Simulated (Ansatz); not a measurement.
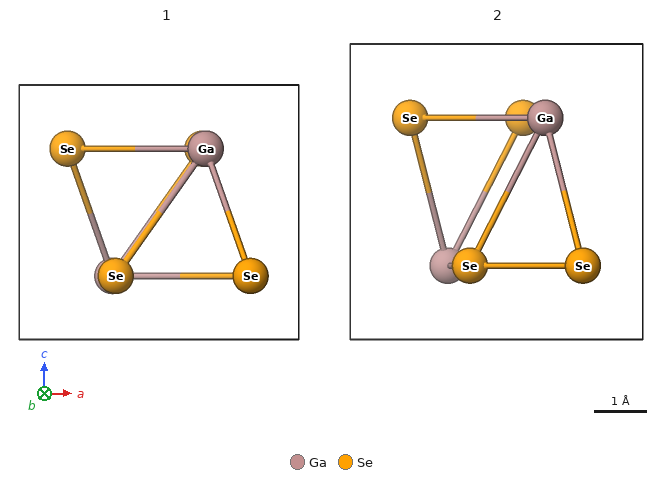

Two geometries of crystalline GaSe₃ (built on the Ni3Sn (D0_19)_194 type), drawn at one scale. One is the start of a relaxation, the other its converged end. A ball-and-stick model of the cell of the calculation, seen along the b axis.

All numbers below come from Ansatz 0.2.0, DFT PBE, scalar-relativistic, plane waves, PAW. Settings: plane-wave cutoff 420 eV; k-point mesh 6 × 6 × 8; occupations gaussian; smearing width 0.1 eV; no spin polarisation; cell and atoms relaxed; force threshold 0.01 eV/Å; at most 80 steps.

Question: Which geometry has the lower energy?

Answer: Structure 2 is the relaxed one. Case: Ni3Sn (D0_19) type (P6_3/mmc, No. 194). The largest moves relative to the cell, 0.36 Å, are those of Se atoms. Ga stays in place. The drawn cell changes as follows: a = b 6.234 → 6.521 Å (+4.6 %), c 4.917 → 5.710 Å (+16.1 %); the volume changes by +27.1 %. Among the contacts that change: Se–Se 3.225 → 4.002 Å, Se–Se 3.084 → 3.673 Å, Se–Se 3.009 → 2.520 Å, Ga–Se 3.010 → 3.204 Å. The space group stays P6_3/mmc (No. 194). The energy falls by 94.2 meV per atom in 13 accepted moves (15 points after the start). Largest force component: 0.19 eV/Å at the start, 0.00018 eV/Å at the end. The pressure goes from 0.25 to 0.00 GPa. The SCF was repeated twice at an unchanged geometry on a basis and grid sized afresh for the cell, which shifted the energy by 2.3 meV per atom at most. Cost: 11 min on 1 thread of Intel(R) Xeon(R) Platinum 8259CL CPU @ 2.50GHz (Skylake/Cascade Lake) (shared host), peak memory 0.78 GiB.
